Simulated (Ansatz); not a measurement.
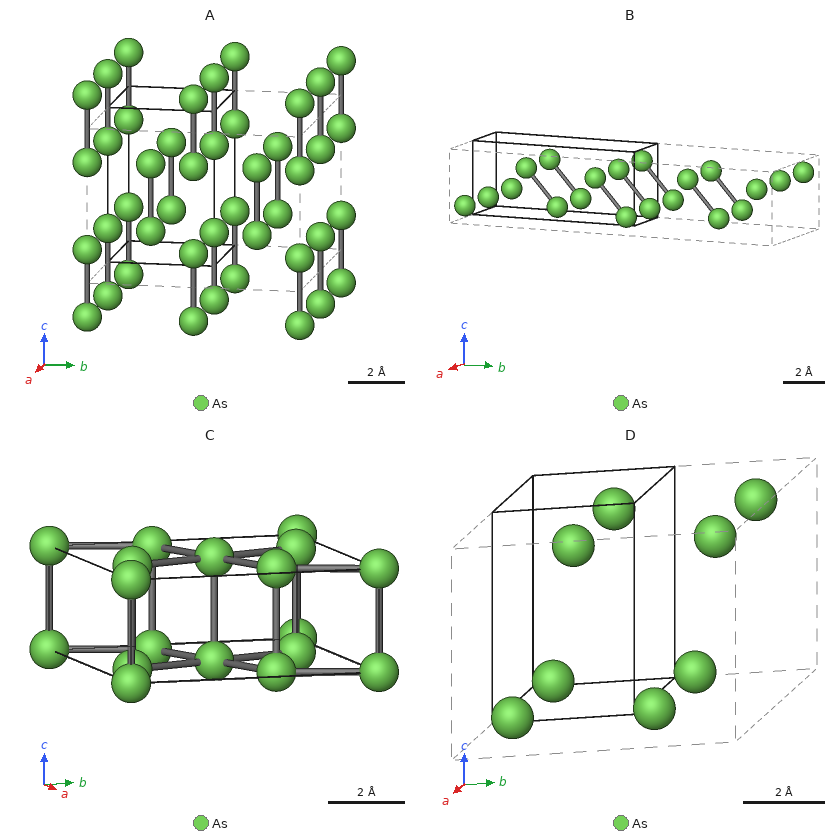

Four structures of As, each relaxed to rest (conventional cells in solid outline, small ones repeated, each panel with its own scale). Method: DFT PBE, scalar-relativistic, plane waves, PAW in Ansatz, without spin polarisation.

**Give the type and space group of each panel.**

A: 4 atoms a cell on a body-centred tetragonal lattice, I4/mmm; B: 4 atoms a cell on a base-centred orthorhombic lattice, Cmcm; C: 6 atoms a cell on a primitive tetragonal lattice, P4/mbm; D: 2 atoms a cell on a primitive hexagonal lattice, P-3m1.

**Rank them by energy, lowest first.**

D, then A (+53 meV/atom), B (+112 meV/atom) and C (+171 meV/atom), energies at zero smearing.

**Collect the results in a table.**

| panel | structure | E − E(lowest) (meV/atom) | volume (Å³/atom) | gap (eV) |
| --- | --- | --- | --- | --- |
| D | P-3m1 | 0 | 30.5 | 0.80 |
| A | I4/mmm | 53 | 21.5 | metal |
| B | Cmcm | 112 | 22.9 | metal |
| C | P4/mbm | 171 | 22.1 | metal |

Some of these may be structure types tried for this composition rather than known phases, and the most stable form need not be among them. Gaps are taken on the k-mesh or band path of each run.
